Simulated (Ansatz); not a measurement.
System: Al₃Au.

Input file:

```
crystal:
  lattice:
    - [-2.025333, 2.025333, 4.0566]
    - [2.025333, -2.025333, 4.0566]
    - [2.025333, 2.025333, -4.0566]
  atoms:
    - { symbol: Au, position: [0.0, 0.0, 0.0] }
    - { symbol: Al, position: [0.5, 0.5, 0.0] }
    - { symbol: Al, position: [0.25, 0.75, 0.5] }
    - { symbol: Al, position: [0.75, 0.25, 0.5] }
hamiltonian:
  xc: pbe
  pseudopotentials: { kind: paw }
kpoints:
  mp_grid: { grid: [5, 5, 5] }
  band_path:
    path:
      - [[0.0, 0.0, 0.0], [0.0, 0.0, 0.5], [-0.1246345671, 0.1246345671, 0.5], [-0.3123172836, 0.3123172836, 0.3123172836], [0.0, 0.0, 0.0], [0.5, 0.5, -0.5], [0.3123172836, 0.6876827164, -0.3123172836], [0.0, 0.5, 0.0], [0.25, 0.25, 0.25], [0.5, 0.5, -0.1246345671], [0.5, 0.5, -0.5]]
      - [[0.0, 0.0, 0.5], [0.25, 0.25, 0.25]]
    npoints: 14
scf:
  occupations: { method: fermi_dirac, width: 0.05 }
  n_extra_bands: 10
output:
  forces: true
  stress: true
  eigenvalues: true
  fatbands: false
  write_density: true
  write_potential: true
  elf: true
  volumetric_format: npy
```

Command:

```sh
ansatz run input.yaml --threads 2 --pin off --max-ram 5632MiB --backend cpu --events-out ev --progress --plain --runs-dir out
```

Below, planes, directions and counts refer to the conventional cell (a = 4.05 Å, b = 4.05 Å, c = 8.11 Å, α = 90.00°, β = 90.00°, γ = 90.00°).

Space group I4/mmm; a structure from a database of computed crystals, not necessarily the ambient phase.

Level of theory: Ansatz, Kohn-Sham DFT of a periodic cell, PBE, Ansatz PAW.

> What can the converged valence pseudo-density and electron localisation function tell about the bonding?

Al–Au (2.87 Å): ρ is about 0.26 e/Å³ halfway; the ELF is about 0.40 at the midpoint.
Al–Al (2.87 Å): ρ is about 0.2 e/Å³ halfway; the ELF peaks at about 0.65 between the atoms.

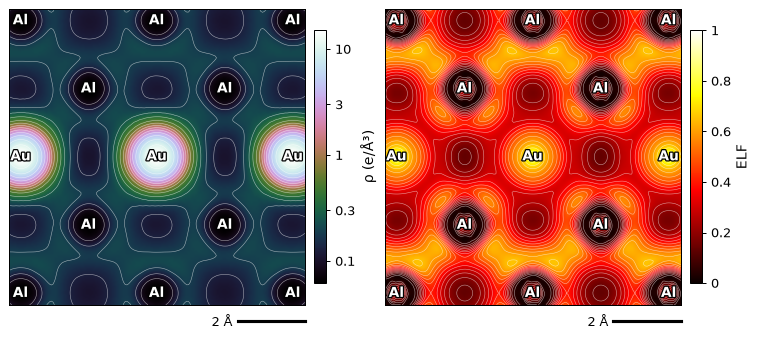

Computed valence pseudo-density and electron localisation function on the (100) plane of the conventional cell, in this order. 

The density is the valence pseudo-density of a PAW calculation; it isn't the true density close to the nuclei.
